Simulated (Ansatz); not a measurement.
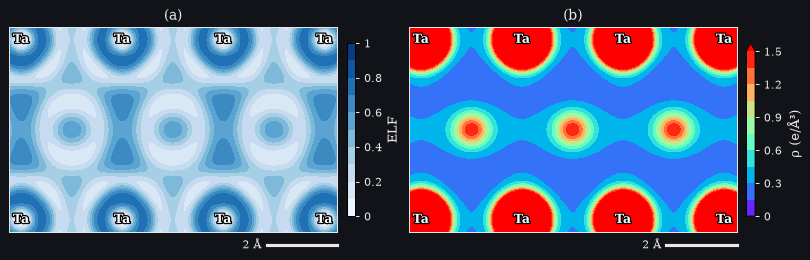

*Ta. (a) electron localisation function; (b) valence charge density (pseudo) on the (100) plane of the conventional cell.*

Space group P6₃/mmc; a structure from a database of computed crystals, not necessarily the ambient phase.

These are results of Ansatz, Kohn-Sham DFT of a periodic cell, r2SCAN, Ansatz PAW, not measurements.

The density is the valence pseudo-density of a PAW calculation; it isn't the true density close to the nuclei.

What does the map show?

Answer.
- The section cuts through Ta sites.
- Atoms just off the plane (Ta, 0.8 Å away) can leave unmarked features too.
- Ta–Ta (2.88 Å): the density is about 0.31 e/Å³ at the midpoint; the ELF is about 0.30 at the midpoint.
- Between the atoms the lowest density in this plane is 0.21 e/Å³.
- The features right at Ta lie inside the PAW spheres, where the map follows smoothed inner orbitals and isn't to be read closely.
